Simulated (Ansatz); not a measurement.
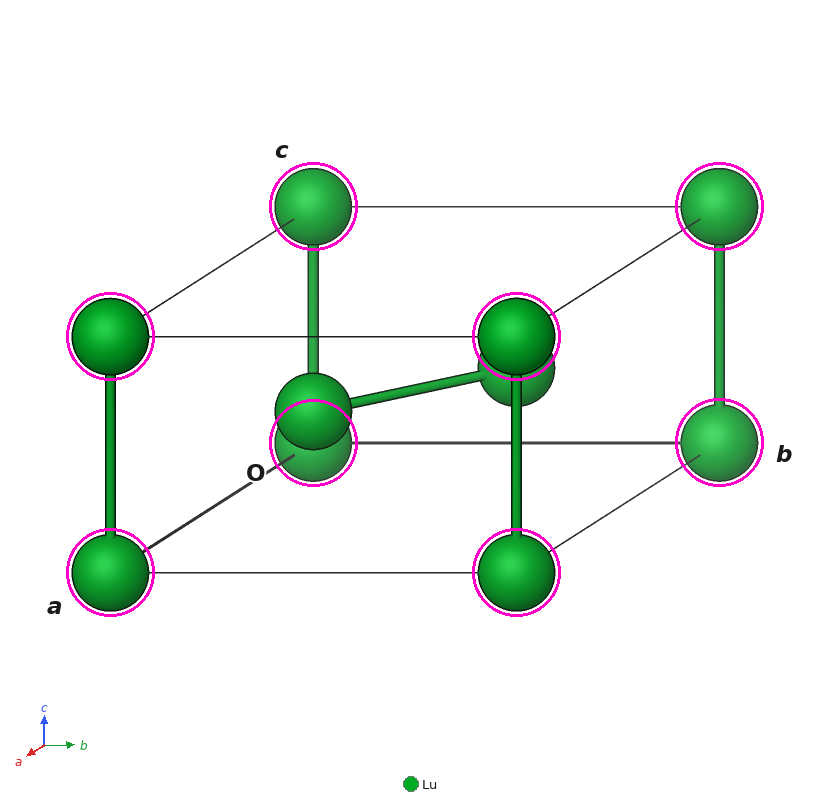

Crystal: Lu, the input geometry of an electronic-structure calculation (not necessarily at equilibrium); the starting structure was generated, so it need not be a known form of this composition. One unit cell; the ringed atoms, with their copies on corners, edges and faces, form one crystallographic orbit. Geometry calculated from the standardised cell; symmetry tolerance 0.002 Å.

a = 5.528 Å, b = 5.528 Å, c = 3.458 Å, α = 90.00°, β = 90.00°, γ = 120.00°; space group P6/mmm, No. 191.

Which Wyckoff position do the ringed atoms fill?

Answer. Lu on 1a, site symmetry 6/mmm: 24 operations a cell over 24 that keep the site give 1 atom, with 0 free parameters.

List their coordinates.

Answer. (0, 0, 0).
